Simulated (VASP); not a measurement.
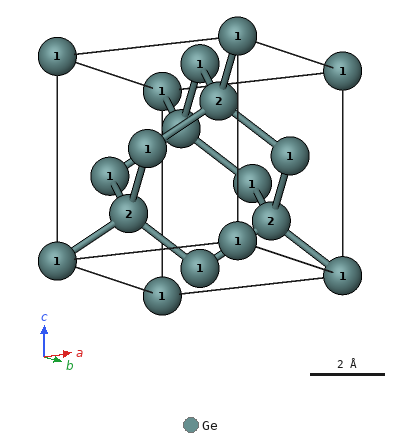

Figure 1. The structure as given in the input (ball-and-stick view of the cell 4 times as large as that of the calculation, set on its symmetry axes, seen at an oblique angle; atoms are numbered from 1 in the order of the input).

# Geometry relaxation of Ge (part 1 of 2)

System: Ge (Fd-3m, 2 atoms in the cell).
Method: Kohn-Sham DFT of a periodic cell, PBEsol, VASP PAW PBE potentials, recommended, no spin polarisation (VASP 6.6.1).

The structure derives from an entry of the Crystallography Open Database.

## INCAR
```
  PREC = Accurate
  ENCUT = 600
  EDIFF = 1E-7
  ISMEAR = 0
  SIGMA = 0.03
  LREAL = False
  LASPH = True
  NELM = 80
  ALGO = Normal
  ISIF = 3
  LWAVE = False
  LCHARG = False
  GGA = PS
  IBRION = 2
  NSW = 90
  EDIFFG = -0.005
```

## KPOINTS
```
regular mesh
0
Gamma
  10 10 10
```

## POSCAR
```
Ge                                      
1.0
    0.0000000000      2.8376024253      2.8376024253
    2.8376024253      0.0000000000      2.8376024253
    2.8376024253      2.8376024253      0.0000000000
  Ge            
     2
Direct
     0.0000000000000000    0.0000000000000000    0.0000000000000000
     0.2500000000000000    0.2500000000000000    0.2500000000000000
```

Command:
```bash
cat potpaw_PBE.64/Ge_d/POTCAR > POTCAR
mpirun -np 1 vasp_std > vasp.out
```

## OSZICAR
```
N       E                     dE             d eps       ncg     rms          rms(c)
DAV:   1     0.169008932147E+03    0.16901E+03   -0.16822E+04  1722   0.461E+03
DAV:   2     0.122578491027E+02   -0.15675E+03   -0.15408E+03  1692   0.578E+02
DAV:   3    -0.930395580594E+01   -0.21562E+02   -0.21302E+02  1842   0.153E+02
DAV:   4    -0.100083590443E+02   -0.70440E+00   -0.70302E+00  1950   0.317E+01
DAV:   5    -0.100201163103E+02   -0.11757E-01   -0.11755E-01  1916   0.425E+00    0.321E+00
DAV:   6    -0.991882899196E+01    0.10129E+00   -0.40137E-02  2000   0.268E+00    0.184E+00
DAV:   7    -0.987031870215E+01    0.48510E-01   -0.71841E-02  1782   0.286E+00    0.157E-01
DAV:   8    -0.987136666262E+01   -0.10480E-02   -0.75324E-03  1950   0.144E+00    0.471E-02
DAV:   9    -0.987145308851E+01   -0.86426E-04   -0.36250E-04  2008   0.344E-01    0.108E-02
DAV:  10    -0.987146368259E+01   -0.10594E-04   -0.25282E-05  1980   0.643E-02    0.500E-03
DAV:  11    -0.987146486457E+01   -0.11820E-05   -0.44026E-06  2216   0.319E-02    0.148E-03
DAV:  12    -0.987146459336E+01    0.27121E-06   -0.90912E-07  2126   0.190E-02    0.342E-04
DAV:  13    -0.987146455200E+01    0.41358E-07   -0.18969E-08   972   0.196E-03
   1 F= -.98714646E+01 E0= -.98714414E+01  d E =-.987146E+01
       N       E                     dE             d eps       ncg     rms          rms(c)
DAV:   1    -0.987184870318E+01   -0.38411E-03   -0.55074E-03  2236   0.157E+00    0.116E-01
DAV:   2    -0.987155852646E+01    0.29018E-03   -0.40983E-04  2202   0.436E-01    0.576E-02
DAV:   3    -0.987146806277E+01    0.90464E-04   -0.15415E-04  2226   0.234E-01    0.137E-02
DAV:   4    -0.987146306872E+01    0.49941E-05   -0.18190E-05  2158   0.915E-02    0.286E-03
DAV:   5    -0.987146282012E+01    0.24859E-06   -0.13708E-06  1924   0.238E-02    0.204E-03
DAV:   6    -0.987146293389E+01   -0.11377E-06   -0.88014E-08   938   0.655E-03    0.926E-05
DAV:   7    -0.987146294939E+01   -0.15503E-07   -0.11854E-08   846   0.152E-03
   2 F= -.98714629E+01 E0= -.98714398E+01  d E =0.160261E-05
       N       E                     dE             d eps       ncg     rms          rms(c)
DAV:   1    -0.987161204437E+01   -0.14911E-03   -0.20717E-03  2236   0.968E-01    0.708E-02
DAV:   2    -0.987150499888E+01    0.10705E-03   -0.15305E-04  2202   0.266E-01    0.352E-02
DAV:   3    -0.987147023300E+01    0.34766E-04   -0.57949E-05  2226   0.143E-01    0.833E-03
DAV:   4    -0.987146686635E+01    0.33666E-05   -0.68376E-06  2158   0.561E-02    0.175E-03
DAV:   5    -0.987146688135E+01   -0.15001E-07   -0.51720E-07  1686   0.146E-02
   3 F= -.98714669E+01 E0= -.98714437E+01  d E =-.232935E-05
       N       E                     dE             d eps       ncg     rms          rms(c)
DAV:   1    -0.987151430938E+01   -0.47443E-04   -0.69081E-04  2234   0.557E-01    0.412E-02
DAV:   2    -0.987147721881E+01    0.37091E-04   -0.51962E-05  2202   0.155E-01    0.205E-02
DAV:   3    -0.987146597314E+01    0.11246E-04   -0.19497E-05  2234   0.832E-02    0.484E-03
DAV:   4    -0.987146568570E+01    0.28744E-06   -0.22713E-06  2144   0.324E-02    0.102E-03
DAV:   5    -0.987146562888E+01    0.56827E-07   -0.15296E-07   854   0.831E-03
   4 F= -.98714656E+01 E0= -.98714425E+01  d E =-.107688E-05
       N       E                     dE             d eps       ncg     rms          rms(c)
DAV:   1    -0.987147894736E+01   -0.13262E-04   -0.17337E-04  2236   0.279E-01    0.206E-02
DAV:   2    -0.987147011400E+01    0.88334E-05   -0.13050E-05  2198   0.778E-02    0.102E-02
DAV:   3    -0.987146710350E+01    0.30105E-05   -0.49078E-06  2212   0.418E-02    0.240E-03
DAV:   4    -0.987146662971E+01    0.47379E-06   -0.56077E-07  1730   0.161E-02    0.484E-04
DAV:   5    -0.987146664350E+01   -0.13783E-07   -0.38664E-08   862   0.412E-03
   5 F= -.98714666E+01 E0= -.98714435E+01  d E =-.209150E-05
```

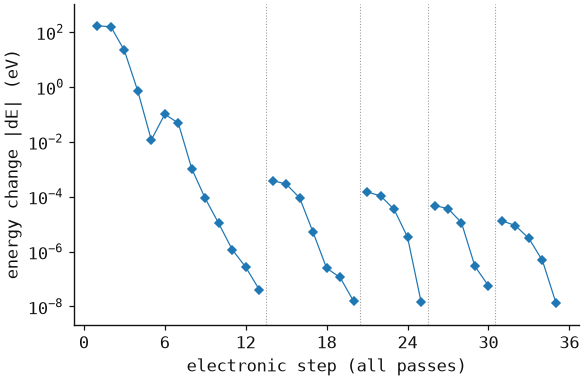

Figure 2. Convergence of the self-consistent field: energy change |dE| against the electronic step. Each stretch between dotted lines is the SCF of one geometry step of a relaxation. The 5 ionic steps take 5 to 13 electronic steps each. The density is held fixed in the first few steps, and dE rises again when its update begins.

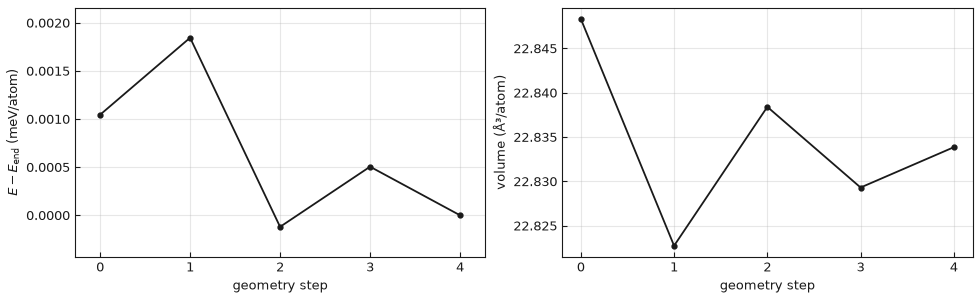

Figure 3. Progress of the relaxation, step by step (steps are counted from 0). Over 4 geometry steps the energy falls by next to nothing (0.0 meV per atom). All forces vanish by symmetry, so only the cell relaxes. The atoms keep their places relative to the cell (all moves are under 0.005 Å). The volume changes by −0.1 %, with a = b = c 5.675 → 5.674 Å (0.0 %). The space group stays Fd-3m (No. 227).

## Parts of OUTCAR
```
PREC = Accurate
   ENCUT = 600
   EDIFF = 1E-7
   ISMEAR = 0
   LREAL = False
   LASPH = True
   NELM = 80
   ISIF = 3
   GGA = PS
   IBRION = 2
   NSW = 90
   EDIFFG = -0.005

 ion  position               nearest neighbor table
   1  0.000  0.000  0.000-   2 2.46   2 2.46   2 2.46   2 2.46
   2  0.250  0.250  0.250-   1 2.46   1 2.46   1 2.46   1 2.46

  LATTYP: Found a face centered cubic cell.
 ALAT       =     5.6752048506

  Lattice vectors:

 A1 = (   0.0000000000,   2.8376024253,   2.8376024253)
 A2 = (   2.8376024253,   0.0000000000,   2.8376024253)
 A3 = (   2.8376024253,   2.8376024253,   0.0000000000)

Analysis of symmetry for initial positions (statically):
=====================================================================
 Subroutine PRICEL returns:
 Original cell was already a primitive cell.

 Routine SETGRP: Setting up the symmetry group for a
 face centered cubic supercell.

 Subroutine GETGRP returns: Found 48 space group operations
 (whereof 24 operations were pure point group operations)
 out of a pool of 48 trial point group operations.

The static configuration has the point symmetry T_d .
 The point group associated with its full space group is O_h .

Analysis of symmetry for dynamics (positions and initial velocities):
=====================================================================
 Subroutine PRICEL returns:
 Original cell was already a primitive cell.

 Routine SETGRP: Setting up the symmetry group for a
 face centered cubic supercell.

 Subroutine GETGRP returns: Found 48 space group operations
 (whereof 24 operations were pure point group operations)
 out of a pool of 48 trial point group operations.

The dynamic configuration has the point symmetry T_d .
 The point group associated with its full space group is O_h .

 Subroutine INISYM returns: Found 48 space group operations
 (whereof 24 operations are pure point group operations),
 and found     1 'primitive' translations

----------------------------------------------------------------------------------------

                                     Primitive cell

  volume of cell :      45.6967

  direct lattice vectors                    reciprocal lattice vectors
     0.000000000  2.837602425  2.837602425    -0.176205093  0.176205093  0.176205093
     2.837602425  0.000000000  2.837602425     0.176205093 -0.176205093  0.176205093
     2.837602425  2.837602425  0.000000000     0.176205093  0.176205093 -0.176205093

  length of vectors
     4.012975834  4.012975834  4.012975834     0.305196174  0.305196174  0.305196174

  position of ions in fractional coordinates (direct lattice)
     0.000000000  0.000000000  0.000000000
     0.250000000  0.250000000  0.250000000

  ion indices of the primitive-cell ions
   primitive index   ion index
                 1           1
                 2           2

----------------------------------------------------------------------------------------

 KPOINTS: regular mesh

Automatic generation of k-mesh.
 Grid dimensions read from file:
 generate k-points for:   10   10   10

 Generating k-lattice:

  Cartesian coordinates                     Fractional coordinates (reciprocal lattice)
    -0.017620509  0.017620509  0.017620509     0.100000000  0.000000000  0.000000000
     0.017620509 -0.017620509  0.017620509     0.000000000  0.100000000  0.000000000
     0.017620509  0.017620509 -0.017620509     0.000000000  0.000000000  0.100000000

  Length of vectors
     0.030519617  0.030519617  0.030519617

  Shift w.r.t. Gamma in fractional coordinates (k-lattice)
     0.000000000  0.000000000  0.000000000

 Subroutine IBZKPT returns following result:
 ===========================================

 Found     47 irreducible k-points:

 Following reciprocal coordinates:
            Coordinates               Weight
  0.000000  0.000000  0.000000      1.000000
  0.100000  0.000000  0.000000      8.000000
  0.200000  0.000000  0.000000      8.000000
  0.300000  0.000000  0.000000      8.000000
  0.400000  0.000000  0.000000      8.000000
  0.500000  0.000000  0.000000      4.000000
  0.100000  0.100000  0.000000      6.000000
  0.200000  0.100000  0.000000     24.000000
  0.300000  0.100000  0.000000     24.000000
  0.400000  0.100000  0.000000     24.000000
  0.500000  0.100000  0.000000     24.000000
 -0.400000  0.100000  0.000000     24.000000
 -0.300000  0.100000  0.000000     24.000000
 -0.200000  0.100000  0.000000     24.000000
 -0.100000  0.100000  0.000000     12.000000
  0.200000  0.200000  0.000000      6.000000
  0.300000  0.200000  0.000000     24.000000
  0.400000  0.200000  0.000000     24.000000
  0.500000  0.200000  0.000000     24.000000
 -0.400000  0.200000  0.000000     24.000000
 -0.300000  0.200000  0.000000     24.000000
 -0.200000  0.200000  0.000000     12.000000
  0.300000  0.300000  0.000000      6.000000
  0.400000  0.300000  0.000000     24.000000
 [... further k-points ...]
   k-points           NKPTS =     47   k-points in BZ     NKDIM =     47   number of bands    NBANDS=     18
   number of dos      NEDOS =    301   number of ions     NIONS =      2
   total plane-waves  NPLWV =  32768
   dimension x,y,z NGX =    32 NGY =   32 NGZ =   32
   dimension x,y,z NGXF=    64 NGYF=   64 NGZF=   64
   ions per type =               2
   NGX,Y,Z   is equivalent  to a cutoff of  13.26, 13.26, 13.26 a.u.
   NGXF,Y,Z  is equivalent  to a cutoff of  26.51, 26.51, 26.51 a.u.
 SYSTEM =  unknown system
   PREC   = accura    normal or accurate (medium, high low for compatibility)
   ISTART =      0    job   : 0-new  1-cont  2-samecut
   ICHARG =      2    charge: 1-file 2-atom 10-const
   ISPIN  =      1    spin polarized calculation?
   LNONCOLLINEAR =      F non collinear calculations
   LSORBIT =      F    spin-orbit coupling
   LASPH  =      T    aspherical Exc in radial PAW
   ENCUT  =  600.0 eV  44.10 Ry    6.64 a.u.   8.01  8.01  8.01*2*pi/ulx,y,z
   NELM   =     80;   NELMIN=  2; NELMDL= -5     # of ELM steps
   EDIFF  = 0.1E-06   stopping-criterion for ELM
   LREAL  =      F    real-space projection
   EDIFFG = -.5E-02   stopping-criterion for IOM
   NSW    =     90    number of steps for IOM
   IBRION =      2    ionic relax: 0-MD 1-quasi-New 2-CG
   NFREE  =      1    steps in history (QN), initial steepest desc. (CG)
   ISIF   =      3    stress and relaxation
   ISYM   =      2    0-nonsym 1-usesym 2-fastsym
   POTIM  = 0.5000    time-step for ionic-motion
   TEBEG  =    0.0;   TEEND  =   0.0 temperature during run
   PSTRESS=    0.0 pullay stress
   NELECT =      28.0000    total number of electrons
   NUPDOWN=      -1.0000    fix difference up-down
   EMIN   =  10.00;   EMAX   =-10.00  energy-range for DOS
   EFERMI =   0.00;   METHOD = LEGACY
   ISMEAR =     0;   SIGMA  =   0.03  broadening in eV -4-tet -1-fermi 0-gaus
   EFERMI_NEDOS =   21; number of points for ismear=-14 and -15
   IALGO  =     38    algorithm
   IMIX   =      4    mixing-type and parameters
     AMIX     =   0.40;   BMIX     =  1.00
     AMIX_MAG =   1.60;   BMIX_MAG =  1.00
  volume/ion in A,a.u.               =      22.85       154.19
  Fermi-wavevector in a.u.,A,eV,Ry     =   1.390484  2.627634 26.306123  1.933445
  Thomas-Fermi vector in A             =   2.514415
   LORBIT       =      0    0 simple, 1 ext, 2 COOP (PROOUT), +10 PAW based schemes
   GGA     = PS    functional components
   LHFCALC =     F    Hartree Fock is set to
   AEXX    =    0.0000 exact exchange contribution
   IVDW    =     0    specifies the selected vdW correction
   LEPSILON=     F    determine dielectric tensor
   LRPA    =     F    only Hartree local field effects (RPA)
 conjugate gradient relaxation of ions
 non-spin polarized calculation
 Gauss-broadening in eV      SIGMA  =   0.03
  energy-cutoff  :      600.00
  volume of cell :       45.70
 maximum number of plane-waves:      1542
   NGX = 17   NGY = 17   NGZ = 17

--------------------------------------- Ionic step        1  -------------------------------------------

 number of electron      28.0000020 magnetization

 Free energy of the ion-electron system (eV)
  ---------------------------------------------------
  ext. energy  EPLUGINS =         0.00000000
  ---------------------------------------------------
  free energy    TOTEN  =        -9.87146455 eV

  energy without entropy =       -9.87141825  energy(sigma->0) =       -9.87144140

------------------------ aborting loop because EDIFF is reached ----------------------------------------

  FORCE on cell =-STRESS in cart. coord.  units (eV):
  Direction    XX          YY          ZZ          XY          YZ          ZX
  --------------------------------------------------------------------------------------
  -------------------------------------------------------------------------------------
  Total       -0.0154882     -0.0154882     -0.0154882      0.0000000      0.0000000     -0.0000000
  in kB       -0.5430330     -0.5430330     -0.5430330      0.0000000      0.0000000     -0.0000000
  external PRESSURE =      -0.5430330 kB  Pullay stress =       0.0000000 kB

 VOLUME and BASIS-vectors are now :
 -----------------------------------------------------------------------------
  energy-cutoff  :      600.00
  volume of cell :       45.70
      direct lattice vectors                 reciprocal lattice vectors
     0.000000000  2.837602425  2.837602425    -0.176205093  0.176205093  0.176205093
     2.837602425  0.000000000  2.837602425     0.176205093 -0.176205093  0.176205093
     2.837602425  2.837602425  0.000000000     0.176205093  0.176205093 -0.176205093

 POSITION                                       TOTAL-FORCE (eV/Angst)
```
